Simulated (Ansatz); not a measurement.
Ti2O3: geometry relaxation (part 2 of 2)

Continued. System: Ti2O3 (R-3c, 10 atoms in the cell). Method: DFT PBEsol, scalar-relativistic, plane waves, PAW, no spin polarisation (Ansatz 0.2.0); cutoff 420 eV, 6×6×6 k-mesh, Gaussian smearing of 0.1 eV. The structure was built on a prototype by a generator; it need not be a known phase.

Geometry of the input (Å; fractional positions):
```
2.5666  1.4818  4.6131
-2.5666  1.4818  4.6131
0.0000  -2.9636  4.6131
Ti 0.3554  0.3554  0.3554
Ti 0.1446  0.1446  0.1446
Ti 0.6446  0.6446  0.6446
Ti 0.8554  0.8554  0.8554
O  0.5549  0.9451  0.2500
O  0.2500  0.5549  0.9451
O  0.9451  0.2500  0.5549
O  0.4451  0.0549  0.7500
O  0.7500  0.4451  0.0549
O  0.0549  0.7500  0.4451
```

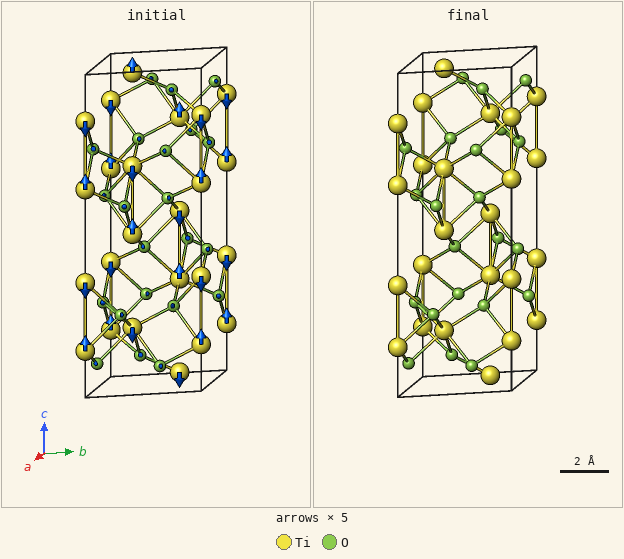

**Figure 1.** Before (left) and after (right) the relaxation, at one scale (ball-and-stick view of the cell 3 times as large as that of the calculation, set on its symmetry axes, seen slightly off an axis). The blue arrows give the displacements (without the part carried along by the change of the cell), magnified 5 times. Over 5 geometry steps the energy falls by 43.3 meV per atom. Largest force component: 1.2 eV/Å at the start, under 0.0001 eV/Å at the end. The pressure goes from −7.85 to −0.01 GPa. 1 further SCF at an unchanged geometry re-selected the plane-wave basis for the new cell. The largest moves relative to the cell, 0.14 Å, are those of Ti1, Ti2, Ti3 and Ti4. By element the largest moves are Ti 0.14 Å, O 0.03 Å. The volume changes by −3.4 %, with a = b 5.133 → 5.039 Å (−1.8 %), c 13.839 → 13.877 Å (+0.3 %). Among the contacts that change: Ti1–Ti2 2.917 → 2.649 Å, Ti1–O5 2.139 → 2.055 Å, Ti1–O10 1.979 → 1.998 Å. Among the angles that change: Ti1–O6–Ti2 86.0° → 80.2°, Ti3–O6–Ti4 119.2° → 123.3°. The space group stays R-3c (No. 167). The energy change given includes the shifts at the re-selections in mid-walk, which come without any move. A last SCF at the same geometry on a re-selected plane-wave basis shifts the energy by +0.1 meV per atom. (Atoms are counted from 1 in the order of the input.)

```
basis re-selected at this cell: Δ(F+E_penalty+E_count) = +8.048e-4 eV, ΔP = -0.009 GPa vs the last step (what re-selecting the basis moved, of the pressure what is left beyond the Pulay correction that the steps carried, after the strain that the cell walked since its last selection, with what the two solves' SCF thresholds leave and, on support functions, any second-order correction that the steps lacked; it is no measure of the basis error at this ecutwfc). This SCF's stress stands 1.50e-2 GPa from its target on what of the cell is left free (relax.cell.stress_tol is 5.00e-1 GPa) and its largest allowed force component is 5.11e-5 eV/Å (relax.f_tol is 5.00e-2 eV/Å): within both
SCF converged after 3 iterations
Free energy (F): -13275.370295 eV
Harris-Foulkes:  -13275.370295 eV  (|F-HF|=4.38e-9)
Internal energy: -13275.347647 eV  (E = F + TS)
E sigma→0 (E₀):  -13275.358971 eV
Entropy (-TS):   -0.022648 eV (-2.265 meV/atom)
Fermi energy:    13.768458 eV
--- Per-component energies (eV) ---
  E_band       = -603.250659
  E_kinetic    = 2149.459606
  E_local      = -5132.819697  (includes V_loc(G=0)·N_el)
  E_nonlocal   = 320.080353
  E_hartree    = 2003.126884
  E_xc         = -829.610569
  E_vxc        = -1054.874591  (∫ρ·V_xc dr)
  E_paw        = -5001.676813  (= ΣΔE_a)
  E_vpaw       = -891.366272  (= ΣTr[D̂ρ^β])
  E_aug_tail   = 0.015375  (compensation charges beyond the density's cutoff)
  E_ewald      = -6784.692049
  E_core_change = 0.769265  (= ΣΔE_core)
  E_smearing   = -0.022648  (= −TS)
  E_closure    = -0.000000  (closes the sum)
  Σ components = -13275.370295   (vs F -13275.370295, Δ=0.00e0)
--- Forces (eV/Å), atoms counted from 1 ---
  atom   1  Ti     0.00000000    -0.00000000    -0.00005114
  atom   2  Ti     0.00000000     0.00000000     0.00005114
  atom   3  Ti    -0.00000000     0.00000000     0.00005114
  atom   4  Ti    -0.00000000    -0.00000000    -0.00005114
  atom   5  O      0.00003268     0.00000000     0.00000000
  atom   6  O     -0.00001634     0.00002830    -0.00000000
  atom   7  O     -0.00001634    -0.00002830     0.00000000
  atom   8  O     -0.00003268    -0.00000000     0.00000000
  atom   9  O      0.00001634    -0.00002830     0.00000000
  atom  10  O      0.00001634     0.00002830    -0.00000000
  max |Σ_I F_I| component: 1.45e-18 eV/Å
--- Stress (GPa, compression-positive) ---
       -0.015040       0.000000       0.000000
        0.000000      -0.015040       0.000000
        0.000000       0.000000      -0.001290
  P = ⅓ Tr σ = -0.0105 GPa (-0.105 kbar)
--- Band table (eV; the first three rows and the last of 32) ---
  k-point 0: bands = ["-44.3406", "-44.2635", "-44.2588", "-44.1991", "-21.0063", "-21.0063", "-20.9860", "-20.8768", "-20.8768", "-20.7645", "-20.6580", "-20.6580", "-20.6305", "-20.6305", "-20.3490", "-20.3171", "-7.4567", "-6.2999", "-6.2999", "-5.8046", "-5.8046", "-5.7292", "5.2699", "5.9328", "5.9328", "6.4589", "6.4589", "6.5104", "7.0062", "7.0062", "7.2795", "7.2795", "7.5955", "7.8723", "8.7266", "8.9470", "8.9470", "9.6310", "9.6310", "9.6580", "12.9162", "13.6859", "13.6859", "14.2351", "14.2351", "14.2579", "14.2579", "14.3418", "15.1163", "15.1163", "15.6447", "15.9766"]
  k-point 1: bands = ["-44.3352", "-44.2694", "-44.2540", "-44.2035", "-21.0182", "-21.0029", "-20.9515", "-20.8960", "-20.8600", "-20.7764", "-20.6645", "-20.6531", "-20.6458", "-20.6232", "-20.3510", "-20.3210", "-7.3277", "-6.2881", "-6.2788", "-5.8841", "-5.8499", "-5.7861", "5.3999", "5.9698", "6.0575", "6.2119", "6.3718", "6.5971", "7.0425", "7.1323", "7.1495", "7.3358", "7.6733", "8.2303", "8.5023", "8.9199", "8.9963", "9.2003", "9.4884", "9.5451", "12.9685", "13.4975", "13.8022", "14.1714", "14.3082", "14.3104", "14.4328", "14.5339", "15.0227", "15.0787", "15.5993", "15.9358"]
  k-point 2: bands = ["-44.3205", "-44.2828", "-44.2439", "-44.2150", "-20.9942", "-20.9933", "-20.9358", "-20.9039", "-20.8401", "-20.8160", "-20.7126", "-20.6541", "-20.6242", "-20.6111", "-20.3524", "-20.3329", "-6.9848", "-6.2669", "-6.2140", "-6.0887", "-5.9627", "-5.9386", "5.6349", "6.0749", "6.1163", "6.2421", "6.3162", "6.7083", "7.0434", "7.1580", "7.1999", "7.5463", "7.7199", "8.1164", "8.4426", "8.5124", "8.8237", "8.9256", "9.2569", "9.4597", "13.0426", "13.2202", "14.0064", "14.1401", "14.4095", "14.4277", "14.7592", "14.8714", "14.9092", "15.0515", "15.5129", "15.7753"]
  k-point 31: bands = ["-44.3099", "-44.3099", "-44.2212", "-44.2212", "-20.9581", "-20.9581", "-20.9581", "-20.9581", "-20.8369", "-20.8369", "-20.6275", "-20.6275", "-20.6275", "-20.6275", "-20.3780", "-20.3780", "-6.6394", "-6.6394", "-6.0564", "-6.0564", "-6.0564", "-6.0564", "6.3399", "6.3399", "6.3399", "6.3399", "6.4164", "6.4164", "7.1172", "7.1172", "7.1172", "7.1172", "7.2853", "7.2853", "8.8244", "8.8244", "8.9647", "8.9647", "8.9647", "8.9647", "14.2863", "14.2863", "14.2863", "14.2863", "14.2949", "14.2949", "14.6029", "14.6029", "14.6029", "14.6029", "15.1183", "15.1183"]
--- Relaxed structure (6 steps of the walk, 6 accepted, 2 SCFs on fresh bases) ---
  F+E_penalty+E_count = -13275.37029453 eV   max|allowed force component| = 5.114e-5 eV/Å   (the final SCF, on the basis selected at the relaxed cell)
  cell:  # Å, volume = 101.7330 Å³
    - [2.519723424101143, 1.4547629988593826, 4.625573662126112]
    - [-2.519723424101143, 1.4547629988593826, 4.625573662126112]
    - [3.847115903164525e-34, -2.9095259927052197, 4.625573663702895]
  atoms:
    - { symbol: Ti, position: [0.3454344727506378, 0.3454344727506378, 0.3454344727506377] }
    - { symbol: Ti, position: [0.15456552724936215, 0.15456552724936215, 0.15456552724936212] }
    - { symbol: Ti, position: [0.6545655272493622, 0.6545655272493622, 0.6545655272493621] }
    - { symbol: Ti, position: [0.8454344727506379, 0.8454344727506379, 0.8454344727506377] }
    - { symbol: O, position: [0.5618179875558087, 0.9381820124441914, 0.2500000000000001] }
    - { symbol: O, position: [0.2500000000000001, 0.5618179875558087, 0.9381820124441913] }
    - { symbol: O, position: [0.9381820124441913, 0.24999999999999972, 0.5618179875558083] }
    - { symbol: O, position: [0.4381820124441914, 0.061817987555808696, 0.7499999999999998] }
    - { symbol: O, position: [0.75, 0.4381820124441913, 0.061817987555808585] }
    - { symbol: O, position: [0.061817987555808585, 0.75, 0.43818201244419136] }
```

## Trajectory as extended XYZ (Å, eV, eV/Å), 8 frames, from step=1 to step=8
```
10
Lattice="2.5666 1.4818 4.6131 -2.5666 1.4818 4.6131 0.0000 -2.9636 4.6131" Properties=species:S:1:pos:R:3:forces:R:3 step=1 energy=-13274.93798 pressure_GPa=-7.85
Ti    0.0000    0.0000    4.9185    0.0000   0.0000  -1.2011
Ti    0.0000    0.0000    2.0012    0.0000   0.0000   1.2011
Ti    0.0000    0.0000    8.9208    0.0000   0.0000   1.2011
Ti    0.0000    0.0000   11.8381    0.0000   0.0000  -1.2011
O    -1.0015    1.4818    8.0729   -0.1228   0.0000   0.0000
O    -0.7826   -1.6082    8.0729    0.0614  -0.1064   0.0000
O     1.7840    0.1264    8.0729    0.0614   0.1064   0.0000
O     1.0015   -1.4818    5.7663    0.1228   0.0000   0.0000
O     0.7826    1.6082    5.7663   -0.0614   0.1064   0.0000
O    -1.7840   -0.1264    5.7663   -0.0614  -0.1064   0.0000
10
Lattice="2.5359 1.4641 4.6133 -2.5359 1.4641 4.6133 0.0000 -2.9282 4.6133" Properties=species:S:1:pos:R:3:forces:R:3 step=2 energy=-13275.24237 pressure_GPa=-2.53
Ti    0.0000    0.0000    4.8586    0.0000   0.0000  -0.8405
Ti    0.0000    0.0000    2.0613    0.0000   0.0000   0.8405
Ti    0.0000    0.0000    8.9812    0.0000   0.0000   0.8405
Ti    0.0000    0.0000   11.7785    0.0000   0.0000  -0.8405
O    -0.9615    1.4641    8.0732   -0.2320   0.0000   0.0000
O    -0.7872   -1.5648    8.0732    0.1160  -0.2009   0.0000
O     1.7487    0.1007    8.0732    0.1160   0.2009   0.0000
O     0.9615   -1.4641    5.7666    0.2320   0.0000   0.0000
O     0.7872    1.5648    5.7666   -0.1160   0.2009   0.0000
O    -1.7487   -0.1007    5.7666   -0.1160  -0.2009   0.0000
10
Lattice="2.5114 1.4500 4.6428 -2.5114 1.4500 4.6428 0.0000 -2.8999 4.6428" Properties=species:S:1:pos:R:3:forces:R:3 step=3 energy=-13275.37429 pressure_GPa=0.75
Ti    0.0000    0.0000    4.7976    0.0000   0.0000   0.0640
Ti    0.0000    0.0000    2.1666    0.0000   0.0000  -0.0640
Ti    0.0000    0.0000    9.1308    0.0000   0.0000  -0.0640
Ti    0.0000    0.0000   11.7618    0.0000   0.0000   0.0640
O    -0.9305    1.4500    8.1249   -0.1137   0.0000   0.0000
O    -0.7904   -1.5308    8.1249    0.0569  -0.0985   0.0000
O     1.7210    0.0809    8.1249    0.0569   0.0985   0.0000
O     0.9305   -1.4500    5.8035    0.1137   0.0000   0.0000
O     0.7904    1.5308    5.8035   -0.0569   0.0985   0.0000
O    -1.7210   -0.0809    5.8035   -0.0569  -0.0985   0.0000
10
Lattice="2.5194 1.4546 4.6191 -2.5194 1.4546 4.6191 0.0000 -2.9092 4.6191" Properties=species:S:1:pos:R:3:forces:R:3 step=4 energy=-13275.38098 pressure_GPa=0.78
Ti    0.0000    0.0000    4.7906    0.0000   0.0000   0.0124
Ti    0.0000    0.0000    2.1379    0.0000   0.0000  -0.0124
Ti    0.0000    0.0000    9.0665    0.0000   0.0000  -0.0124
Ti    0.0000    0.0000   11.7192    0.0000   0.0000   0.0124
O    -0.9562    1.4546    8.0833    0.0837   0.0000   0.0000
O    -0.7816   -1.5554    8.0833   -0.0419   0.0725   0.0000
O     1.7378    0.1008    8.0833   -0.0419  -0.0725   0.0000
O     0.9562   -1.4546    5.7738   -0.0837   0.0000   0.0000
O     0.7816    1.5554    5.7738    0.0419  -0.0725   0.0000
O    -1.7378   -0.1008    5.7738    0.0419   0.0725   0.0000
10
Lattice="2.5225 1.4564 4.6249 -2.5225 1.4564 4.6249 0.0000 -2.9128 4.6249" Properties=species:S:1:pos:R:3:forces:R:3 step=5 energy=-13275.38157 pressure_GPa=-0.30
Ti    0.0000    0.0000    4.7935    0.0000   0.0000  -0.0090
Ti    0.0000    0.0000    2.1439    0.0000   0.0000   0.0090
Ti    0.0000    0.0000    9.0813    0.0000   0.0000   0.0090
Ti    0.0000    0.0000   11.7309    0.0000   0.0000  -0.0090
O    -0.9493    1.4564    8.0936   -0.0080   0.0000   0.0000
O    -0.7866   -1.5503    8.0936    0.0040  -0.0070   0.0000
O     1.7359    0.0940    8.0936    0.0040   0.0070   0.0000
O     0.9493   -1.4564    5.7812    0.0080   0.0000   0.0000
O     0.7866    1.5503    5.7812   -0.0040   0.0070   0.0000
O    -1.7359   -0.0940    5.7812   -0.0040  -0.0070   0.0000
10
Lattice="2.5225 1.4564 4.6249 -2.5225 1.4564 4.6249 0.0000 -2.9128 4.6249" Properties=species:S:1:pos:R:3:forces:R:3 step=6 energy=-13275.36971 pressure_GPa=-0.52
Ti    0.0000    0.0000    4.7935    0.0000   0.0000  -0.0087
Ti    0.0000    0.0000    2.1439    0.0000   0.0000   0.0087
Ti    0.0000    0.0000    9.0813    0.0000   0.0000   0.0087
Ti    0.0000    0.0000   11.7309    0.0000   0.0000  -0.0087
O    -0.9493    1.4564    8.0936   -0.0075   0.0000   0.0000
O    -0.7866   -1.5503    8.0936    0.0038  -0.0065   0.0000
O     1.7359    0.0940    8.0936    0.0038   0.0065   0.0000
O     0.9493   -1.4564    5.7812    0.0075   0.0000   0.0000
O     0.7866    1.5503    5.7812   -0.0038   0.0065   0.0000
O    -1.7359   -0.0940    5.7812   -0.0038  -0.0065   0.0000
10
Lattice="2.5197 1.4548 4.6256 -2.5197 1.4548 4.6256 0.0000 -2.9095 4.6256" Properties=species:S:1:pos:R:3:forces:R:3 step=7 energy=-13275.37110 pressure_GPa=-0.00
Ti    0.0000    0.0000    4.7935    0.0000   0.0000  -0.0001
Ti    0.0000    0.0000    2.1449    0.0000   0.0000   0.0001
Ti    0.0000    0.0000    9.0832    0.0000   0.0000   0.0001
Ti    0.0000    0.0000   11.7319    0.0000   0.0000  -0.0001
O    -0.9483    1.4548    8.0948    0.0000   0.0000   0.0000
O    -0.7857   -1.5487    8.0948    0.0000   0.0000   0.0000
O     1.7340    0.0939    8.0948    0.0000   0.0000   0.0000
O     0.9483   -1.4548    5.7820    0.0000   0.0000   0.0000
O     0.7857    1.5487    5.7820    0.0000   0.0000   0.0000
O    -1.7340   -0.0939    5.7820    0.0000   0.0000   0.0000
10
Lattice="2.5197 1.4548 4.6256 -2.5197 1.4548 4.6256 0.0000 -2.9095 4.6256" Properties=species:S:1:pos:R:3:forces:R:3 step=8 energy=-13275.37030 pressure_GPa=-0.01
Ti    0.0000    0.0000    4.7935    0.0000   0.0000  -0.0001
Ti    0.0000    0.0000    2.1449    0.0000   0.0000   0.0001
Ti    0.0000    0.0000    9.0832    0.0000   0.0000   0.0001
Ti    0.0000    0.0000   11.7319    0.0000   0.0000  -0.0001
O    -0.9483    1.4548    8.0948    0.0000   0.0000   0.0000
O    -0.7857   -1.5487    8.0948    0.0000   0.0000   0.0000
O     1.7340    0.0939    8.0948    0.0000   0.0000   0.0000
O     0.9483   -1.4548    5.7820    0.0000   0.0000   0.0000
O     0.7857    1.5487    5.7820    0.0000   0.0000   0.0000
O    -1.7340   -0.0939    5.7820    0.0000   0.0000   0.0000
```

## Key numbers

```json
{"quantity": "outcome", "value": "converged"}
{"quantity": "space group (tolerance 0.01 Å)", "value": "R-3c (167)"}
{"quantity": "electrons treated", "value": "84"}
{"quantity": "free energy", "value": "−13275.3703 eV"}
{"quantity": "Fermi energy", "value": "13.768 eV"}
{"quantity": "gap on the k-point mesh", "value": "none (metallic)"}
{"quantity": "pressure", "value": "−0.01 GPa"}
{"quantity": "final volume", "value": "101.73 Å³"}
{"quantity": "largest force (length of the vector) at the end", "value": "under 0.001 eV/Å"}
{"quantity": "final cell", "value": "a = 5.465 Å, b = 5.465 Å, c = 5.465 Å, α = 54.92°, β = 54.92°, γ = 54.92°"}
{"quantity": "wall time", "value": "35 s (CPU time 2 min)"}
{"quantity": "peak memory", "value": "0.59 GiB"}
```
